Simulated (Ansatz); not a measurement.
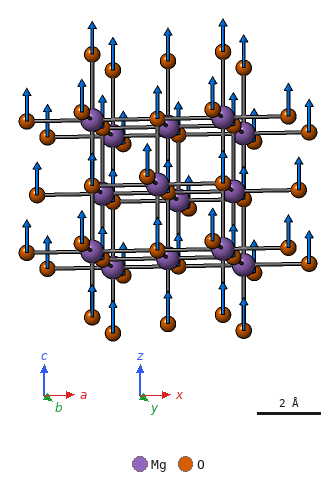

Energy scan for crystalline MgO (Fm-3m), in which the whole O sublattice is shifted rigidly, along Cartesian [0 0 1], all else fixed. The picture shows the reference cell. The blue arrows give the direction of positive displacement. A ball-and-stick model of the conventional cell (4 times the calculation's cell), seen along the b axis, with a slight tilt. Lengths and directions refer to the drawn axes.

Level of theory: DFT PBEsol, scalar-relativistic, plane waves, PAW in Ansatz. Settings: plane-wave cutoff 420 eV; k-point mesh 10 × 10 × 10; occupations gaussian; smearing width 0.05 eV; no spin polarisation. Energies (free energies at the smearing named) are counted from the cell as listed in its source, which wasn't relaxed.

Input file:
```yaml
crystal:
  lattice:
    - [0.0, 2.13515, 2.13515]
    - [2.13515, 0.0, 2.13515]
    - [2.13515, 2.13515, 0.0]
  atoms:
    - { symbol: Mg, position: [0.0, 0.0, 0.0] }
    - { symbol: O, position: [0.5, 0.5, 0.5] }
basis:
  ecutwfc: 420
kpoints:
  mp_grid: { grid: [10, 10, 10] }
hamiltonian:
  xc: pbesol
scf:
  occupations: { method: gaussian, width: 0.05 }
output:
  forces: true
  stress: true
  eigenvalues: true
  write_density: true
  write_potential: true
  elf: true
  volumetric_format: npy
```

Run as
```bash
ansatz run input.yaml --threads 1 --pin off --max-ram 2560MiB --backend cpu --events-out ev --progress --plain --runs-dir out
```

Question: Give the energy at each point (the displacement: −0.1000, −0.0750, −0.0500, −0.0250, 0.0000, 0.0125, 0.0250, 0.0375, 0.0500, 0.0625, 0.0750, 0.0875, 0.1000 Å).

Answer:
```tsv
displacement (Å)	ΔE (meV/cell)
−0.1000	22.7
−0.0750	12.5
−0.0500	5.5
−0.0250	1.4
0.0000	0.0
0.0125	0.3
0.0250	1.4
0.0375	3.1
0.0500	5.5
0.0625	8.7
0.0750	12.5
0.0875	17.2
0.1000	22.7
```

Points that are alike by symmetry were computed once.

Of the computed points the lowest is at the displacement 0.00 Å, 0.0 meV/cell. The end points stand at 22.7 meV/cell (−0.10 Å) and 22.7 meV/cell (0.10 Å). The curvature at zero is about 4.4 eV/Å² per cell. The well is symmetric. At the highest point the shortest interatomic distance is 2.04 Å, against 2.13 Å in the reference. The distortion takes the space group from Fm-3m to I4mm.

The computed profile (hollow markers are points alike by symmetry):

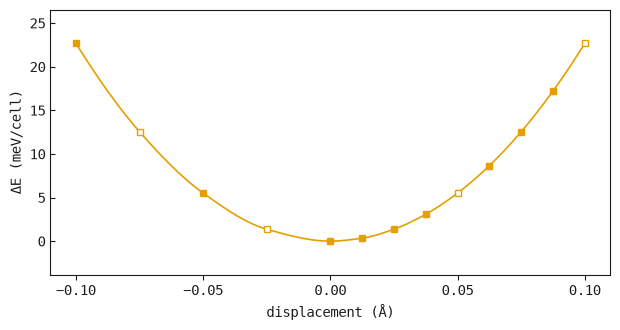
